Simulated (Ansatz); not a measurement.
```
CELL_PARAMETERS angstrom
6.63003 0.00000 0.00000
0.00000 6.63003 0.00000
0.00000 0.00000 3.31232
ATOMIC_POSITIONS crystal
Si 0.13423 0.63423 0.00000
Si 0.86577 0.36577 0.00000
Si 0.63423 0.86577 0.00000
Si 0.36577 0.13423 0.00000
W 0.50000 0.50000 0.00000
W 0.00000 0.00000 0.00000
W 0.65951 0.15951 0.50000
W 0.34049 0.84049 0.50000
W 0.15951 0.34049 0.50000
W 0.84049 0.65951 0.50000
```

Space group P4/mbm; a structure from a database of computed crystals, not necessarily the ambient phase.

The calculation used DFT PBE, scalar-relativistic, plane waves, PAW in Ansatz.

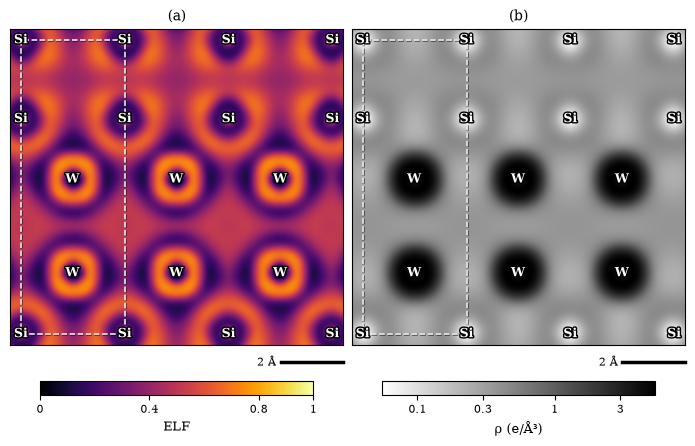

Si2W3. (a) electron localisation function; (b) valence electron density on the (110) plane of the conventional cell.

Core electrons are frozen (PAW), and the valence fields are smoothed inside the atomic spheres.

> Interpret the plot.

The section cuts through Si and W sites. Si–Si (2.52 Å): ρ at the midpoint is about 0.37 e/Å³; the ELF peaks at about 0.50 in the valence shell of Si, 1.0 Å from its nucleus, and is about 0.50 at the midpoint. Si–W (2.55 Å): the density is about 0.44 e/Å³ at the midpoint; the ELF peaks at about 0.65 in the valence shell of Si, 0.9 Å from its nucleus, and is about 0.40 at the midpoint. Between the atoms the lowest density in this plane is 0.21 e/Å³. The features right at W lie inside the PAW spheres, where the map follows smoothed inner orbitals and isn't to be read closely.
